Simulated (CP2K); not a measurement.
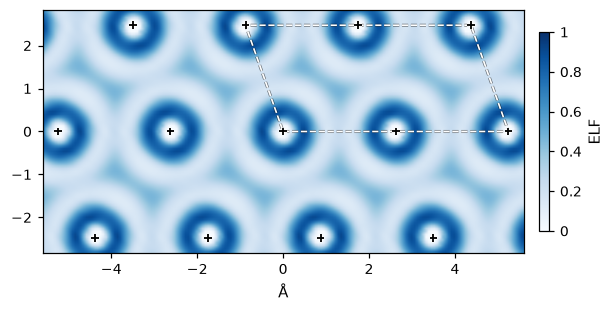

The ELF on a plane through atoms (crosses mark nuclei in the plane).

Computed with Kohn-Sham DFT of a periodic cell, PBE, GTH-PBE with UZH-DZVP basis in CP2K.

Candidates:
A. AlCo, a = 5.64 Å, b = 2.82 Å, c = 2.82 Å, α = 90.00°, β = 90.00°, γ = 90.00°. Space group Pm-3m; a structure from a database of computed crystals, not necessarily the ambient phase; computed pressure about 6 GPa in this cell; spin-polarised, but the moments vanished.
B. V, a = 5.25 Å, b = 2.62 Å, c = 2.62 Å, α = 109.47°, β = 109.47°, γ = 109.47°. Space group Im-3m; computed pressure about −5 GPa in this cell.

Which candidate gave the map?

Candidate B: V on the (010) plane of the calculation cell, which holds V. V–V (2.62 Å): the ELF is about 0.20 at the midpoint (no localised pair shows between them).
